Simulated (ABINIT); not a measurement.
**Run report: SrO, single-point calculation**

System: SrO (Fm-3m, 2 atoms in the cell).
Method: Kohn-Sham DFT of a periodic cell, LDA, PseudoDojo NC SR LDA v0.4 stringent, no spin polarisation (ABINIT 10.8.3).

The structure derives from an entry of the Crystallography Open Database.

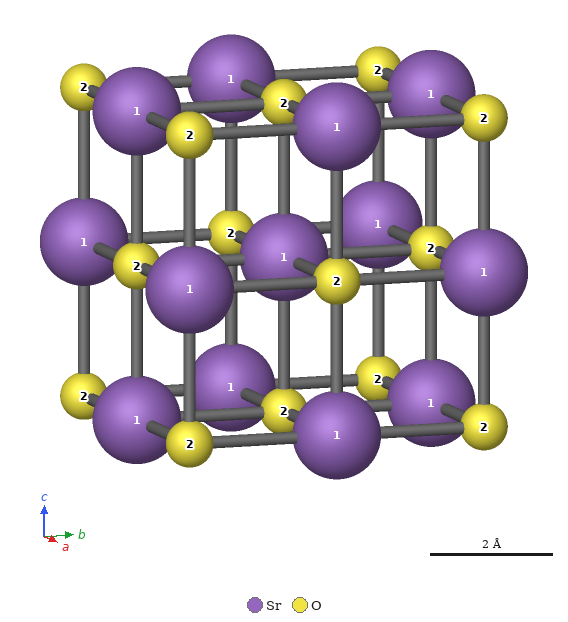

The input geometry (ball-and-stick view of the cell 4 times as large as that of the calculation, set on its symmetry axes, seen slightly off an axis; atoms are numbered from 1 in the order of the input).

Results in brief

| quantity | value |
| --- | --- |
| outcome | converged |
| space group (tolerance 0.01 Å) | Fm-3m (225) |
| electrons treated | 16 |
| free energy | −1385.8049 eV |
| Fermi energy | 7.074 eV |
| gap on the k-point mesh | 3.26 eV |
| pressure | −3.97 GPa |
| largest force (length of the vector) | under 0.001 eV/Å |
| hardware | 1 thread of Arm Neoverse V2, 24 GiB of memory available, shared host |
| wall time | 25 s |
| peak memory | 0.08 GiB |

Input file
```
# Pseudopotentials
pp_dirpath "./"
pseudos "Sr.upf, O.upf"

# Structure
acell 3*1.0
rprim
     0.0000000000     4.8496041536     4.8496041536
     4.8496041536     0.0000000000     4.8496041536
     4.8496041536     4.8496041536     0.0000000000
ntypat 2
znucl 38 8
natom 2
typat 1 2
xcart
     2.5663000000     2.5663000000     2.5663000000
     0.0000000000     0.0000000000     0.0000000000 Angstrom

# Plane-wave basis
ecut 46.0

# k points
kptopt 1
ngkpt 7 7 7
nshiftk 1
shiftk 0.0 0.0 0.0

# Exchange and correlation
ixc 7

# Bands and occupations
nband 12
occopt 3
tsmear 0.00183747

# SCF cycle
nstep 100
tolvrs 1.0e-10

# Output
iomode 3
prtwf 0
prteig 0
prtebands 0
enunit 2
prtden 1
prtvha 1
prtvclmb 1
prtpot 1
prtelf 1
```

Launched with:
```bash
abinit run.abi > log 2>&1
```

Log
```
.Version 10.8.3 of ABINIT
 Symmetries : space group Fm -3 m (#225); Bravais cF (face-center cubic)
================================================================================
 Values of the parameters that define the memory need of the present run
     intxc =       0    ionmov =       0      iscf =       7    lmnmax =       6
     lnmax =       6     mgfft =      45  mpssoang =       3    mqgrid =    3001
     natom =       2  nloc_mem =       1    nspden =       1   nspinor =       1
    nsppol =       1      nsym =      48    n1xccc =    2501    ntypat =       2
    occopt =       3   xclevel =       1
       mpw =        3419          nfft =       91125          nkpt =          20
================================================================================
================================================================================

--------------------------------------------------------------------------------
------------- Echo of variables that govern the present computation ------------
--------------------------------------------------------------------------------
 -outvars: echo values of preprocessed input variables --------
            acell      1.0000000000E+00  1.0000000000E+00  1.0000000000E+00 Bohr
              amu      8.76200000E+01  1.59994000E+01
             ecut      4.60000000E+01 Hartree
           enunit           2
              ixc           7
         kptrlatt        7    0    0      0    7    0      0    0    7
          kptrlen      4.80086318E+01
            natom           2
            nband          12
            ngfft          45      45      45
             nkpt          20
            nstep         100
             nsym          48
           ntypat           2
           occopt           3
        prtebands           0
           prteig           0
           prtelf           1
           prtpot           1
         prtvclmb           1
           prtvha           1
            prtwf           0
            rprim      0.0000000000E+00  4.8496041536E+00  4.8496041536E+00
                       4.8496041536E+00  0.0000000000E+00  4.8496041536E+00
                       4.8496041536E+00  4.8496041536E+00  0.0000000000E+00
          spgroup         225
           tolvrs      1.00000000E-10
           tsmear      1.83747000E-03 Hartree
            typat      1  2
           xangst      2.5663000000E+00  2.5663000000E+00  2.5663000000E+00
                       1.7553559541E-09  1.7553559541E-09  1.7553559541E-09
            xcart      4.8496041569E+00  4.8496041569E+00  4.8496041569E+00
                       3.3171420067E-09  3.3171420067E-09  3.3171420067E-09
             xred      5.0000000034E-01  5.0000000034E-01  5.0000000034E-01
                       3.4200131616E-10  3.4200131616E-10  3.4200131616E-10
            znucl       38.00000    8.00000

================================================================================

 chkinp: Checking input parameters for consistency.

================================================================================
== DATASET  1 ==================================================================

--- !DatasetInfo
iteration_state: {dtset: 1, }
dimensions: {natom: 2, nkpt: 20, mband: 12, nsppol: 1, nspinor: 1, nspden: 1, mpw: 3419, }
cutoff_energies: {ecut:  46.0, pawecutdg:  -1.0, }
electrons: {nelect:   1.60000000E+01, charge:   0.00000000E+00, occopt:   3.00000000E+00, tsmear:   1.83747000E-03, }
meta: {optdriver: 0, ionmov: 0, optcell: 0, iscf: 7, paral_kgb: 0, }
...

 Exchange-correlation functional for the present dataset will be:
  LDA: Perdew-Wang 92 LSD fit to Ceperley-Alder data - ixc=7
  J.P.Perdew and Y.Wang, PRB 45, 13244 (1992)

 Real(R)+Recip(G) space primitive vectors, cartesian coordinates (Bohr,Bohr^-1):
 R(1)=  0.0000000  4.8496042  4.8496042  G(1)= -0.1031012  0.1031012  0.1031012
 R(2)=  4.8496042  0.0000000  4.8496042  G(2)=  0.1031012 -0.1031012  0.1031012
 R(3)=  4.8496042  4.8496042  0.0000000  G(3)=  0.1031012  0.1031012 -0.1031012
 Unit cell volume ucvol=  2.2811239E+02 bohr^3
 Angles (23,13,12)=  6.00000000E+01  6.00000000E+01  6.00000000E+01 degrees

 getcut: wavevector=  0.0000  0.0000  0.0000  ngfft=  45  45  45
         ecut(hartree)=     46.000   => boxcut(ratio)=   2.10130

--- Pseudopotential description ------------------------------------------------
- pspini: atom type   1  psp file is ./Sr.upf
12 -1012 2 -1 1812                            pspcod,pspxc,lmax,lloc,mmax
     nproj     2     2     2

- pspini: atom type   2  psp file is ./O.upf
12 -1012 2 -1 926                             pspcod,pspxc,lmax,lloc,mmax
     nproj     2     2     1

   2.95454990E+02                                ecore*ucvol(ha*bohr**3)
--------------------------------------------------------------------------------

================================================================================

--- !BeginCycle
iteration_state: {dtset: 1, }
solver: {iscf: 7, nstep: 100, nline: 4, wfoptalg: 0, }
tolerances: {tolvrs: 1.00E-10, }
...

     iter   Etot(hartree)      deltaE(h)  residm     vres2
 ETOT  1  -50.723334378552    -5.072E+01 5.778E-02 1.382E+03
 ETOT  2  -50.335264979355     3.881E-01 1.953E-02 3.688E+03
 ETOT  3  -50.910976508841    -5.757E-01 8.279E-03 1.058E+02
 ETOT  4  -50.925631268341    -1.465E-02 1.082E-03 1.251E+01
 ETOT  5  -50.927305122392    -1.674E-03 9.550E-03 6.398E-01
 ETOT  6  -50.927385934254    -8.081E-05 8.531E-04 2.569E-02
 ETOT  7  -50.927389733520    -3.799E-06 2.921E-03 3.460E-04
 ETOT  8  -50.927389760704    -2.718E-08 8.567E-05 2.913E-05
 ETOT  9  -50.927389763066    -2.362E-09 2.934E-04 9.840E-07
 ETOT 10  -50.927389763186    -1.198E-10 4.343E-05 7.309E-11

 At SCF step   10       vres2   =  7.31E-11 < tolvrs=  1.00E-10 =>converged.

 Compute ELF
--------------------------------------------------------------------------------

 Compute kinetic energy density

 Compute gradient of the electron density
 Electron Localization Function (ELF) [min:0;max:1]
)     Maximum=    8.9079E-01  at reduced coord.    0.5778    0.5778    0.5778
)     Minimum=    1.8635E-05  at reduced coord.    0.5111    0.5111    0.4889
   Integrated=    7.4012E+01

--------------------------------------------------------------------------------
 End of ELF section

 Cartesian components of stress tensor (hartree/bohr^3)
  sigma(1 1)=  1.35065368E-04  sigma(3 2)=  0.00000000E+00
  sigma(2 2)=  1.35065368E-04  sigma(3 1)=  0.00000000E+00
  sigma(3 3)=  1.35065368E-04  sigma(2 1)=  0.00000000E+00

--- !ResultsGS
iteration_state: {dtset: 1, }
comment   : Summary of ground state results
lattice_vectors:
- [  0.0000000,   4.8496042,   4.8496042, ]
- [  4.8496042,   0.0000000,   4.8496042, ]
- [  4.8496042,   4.8496042,   0.0000000, ]
lattice_lengths: [   6.85838,    6.85838,    6.85838, ]
lattice_angles: [ 60.000,  60.000,  60.000, ] # degrees, (23, 13, 12)
lattice_volume:   2.2811239E+02
convergence: {deltae: -1.198E-10, res2:  7.309E-11, residm:  4.343E-05, diffor: null, }
etotal    :  -5.09273898E+01
entropy   :   0.00000000E+00
fermie    :   2.59947344E-01
cartesian_stress_tensor: # hartree/bohr^3
- [  1.35065368E-04,   0.00000000E+00,   0.00000000E+00, ]
- [  0.00000000E+00,   1.35065368E-04,   0.00000000E+00, ]
- [  0.00000000E+00,   0.00000000E+00,   1.35065368E-04, ]
pressure_GPa:  -3.9738E+00
xred      :
- [  5.0000E-01,   5.0000E-01,   5.0000E-01, Sr]
- [  3.4200E-10,   3.4200E-10,   3.4200E-10,  O]
cartesian_forces: # hartree/bohr
- [ -0.00000000E+00,  -0.00000000E+00,  -0.00000000E+00, ]
- [ -0.00000000E+00,  -0.00000000E+00,  -0.00000000E+00, ]
force_length_stats: {min:   0.00000000E+00, max:   0.00000000E+00, mean:   0.00000000E+00, }
...

 Integrated electronic density in atomic spheres:
 ------------------------------------------------
 Atom  Sphere_radius  Integrated_density
    1        2.00000          6.76642090
    2        2.00000          6.08798893
================================================================================

 ----iterations are completed or convergence reached----

 Mean square residual over all n,k,spin=   28.939E-08; max=  43.435E-06
 reduced coordinates (array xred) for    2 atoms
       0.500000000342      0.500000000342      0.500000000342
       0.000000000342      0.000000000342      0.000000000342
 rms dE/dt=  0.0000E+00; max dE/dt=  0.0000E+00; dE/dt below (all hartree)
    1       0.000000000000      0.000000000000      0.000000000000
    2       0.000000000000      0.000000000000      0.000000000000

 cartesian coordinates (angstrom) at end:
    1      2.56630000000000     2.56630000000000     2.56630000000000
    2      0.00000000175536     0.00000000175536     0.00000000175536

 cartesian forces (hartree/bohr) at end:
    1     -0.00000000000000    -0.00000000000000    -0.00000000000000
    2     -0.00000000000000    -0.00000000000000    -0.00000000000000
 frms,max,avg= 0.0000000E+00 0.0000000E+00   0.000E+00  0.000E+00  0.000E+00 h/b

 cartesian forces (eV/Angstrom) at end:
    1     -0.00000000000000    -0.00000000000000    -0.00000000000000
    2     -0.00000000000000    -0.00000000000000    -0.00000000000000
 frms,max,avg= 0.0000000E+00 0.0000000E+00   0.000E+00  0.000E+00  0.000E+00 e/A
 length scales=  1.000000000000  1.000000000000  1.000000000000 bohr
              =  0.529177210544  0.529177210544  0.529177210544 angstroms
 Fermi (or HOMO) energy (hartree) =   0.25995   Average Vxc (hartree)=  -0.39739
 Eigenvalues (hartree) for nkpt=  20  k points:
 kpt#   1, nband= 12, wtk=  0.00292, kpt=  0.0000  0.0000  0.0000 (reduced coord)
  -0.97809   -0.33994   -0.30355   -0.30355   -0.30355    0.20109    0.20109    0.20109
   0.34287    0.42839    0.42839    0.42839
      occupation numbers for kpt#   1
   2.00000    2.00000    2.00000    2.00000    2.00000    2.00000    2.00000    2.00000
   0.00000    0.00000    0.00000    0.00000
 prteigrs : prtvol=0 or 1, do not print more k-points.

 Fermi (or HOMO) energy (eV) =   7.07353   Average Vxc (eV)= -10.81346
 Eigenvalues (   eV  ) for nkpt=  20  k points:
 kpt#   1, nband= 12, wtk=  0.00292, kpt=  0.0000  0.0000  0.0000 (reduced coord)
 -26.61519   -9.25034   -8.25994   -8.25994   -8.25994    5.47205    5.47205    5.47205
   9.32990   11.65696   11.65696   11.65696
 prteigrs : prtvol=0 or 1, do not print more k-points.

--- !EnergyTerms
iteration_state     : {dtset: 1, }
comment             : Components of total free energy in Hartree
kinetic             :  2.04174873537069E+01
hartree             :  8.23923992513344E+00
xc                  : -1.25360230429471E+01
Ewald energy        : -3.88850906367907E+01
psp_core            :  1.29521677460089E+00
local_psp           : -3.19115408318104E+01
non_local_psp       :  2.45332069492096E+00
internal            : -5.09273897631861E+01
'-kT*entropy'       :  1.25327346604707E-15
total_energy        : -5.09273897631861E+01
total_energy_eV     : -1.38580487334568E+03
band_energy         : -3.49565936671010E+00
...

 Cartesian components of stress tensor (hartree/bohr^3)
  sigma(1 1)=  1.35065368E-04  sigma(3 2)=  0.00000000E+00
  sigma(2 2)=  1.35065368E-04  sigma(3 1)=  0.00000000E+00
  sigma(3 3)=  1.35065368E-04  sigma(2 1)=  0.00000000E+00

-Cartesian components of stress tensor (GPa)         [Pressure= -3.9738E+00 GPa]
- sigma(1 1)=  3.97376032E+00  sigma(3 2)=  0.00000000E+00
- sigma(2 2)=  3.97376032E+00  sigma(3 1)=  0.00000000E+00
- sigma(3 3)=  3.97376032E+00  sigma(2 1)=  0.00000000E+00

== END DATASET(S) ==============================================================
================================================================================

 -outvars: echo values of variables after computation  --------
            acell      1.0000000000E+00  1.0000000000E+00  1.0000000000E+00 Bohr
           etotal     -5.0927389763E+01
            fcart     -0.0000000000E+00 -0.0000000000E+00 -0.0000000000E+00
                      -0.0000000000E+00 -0.0000000000E+00 -0.0000000000E+00
            rprim      0.0000000000E+00  4.8496041536E+00  4.8496041536E+00
                       4.8496041536E+00  0.0000000000E+00  4.8496041536E+00
                       4.8496041536E+00  4.8496041536E+00  0.0000000000E+00
           strten      1.3506536789E-04  1.3506536789E-04  1.3506536789E-04
                       0.0000000000E+00  0.0000000000E+00  0.0000000000E+00
           xangst      2.5663000000E+00  2.5663000000E+00  2.5663000000E+00
                       1.7553559541E-09  1.7553559541E-09  1.7553559541E-09
             xred      5.0000000034E-01  5.0000000034E-01  5.0000000034E-01
                       3.4200131616E-10  3.4200131616E-10  3.4200131616E-10
 Calculation completed.
```
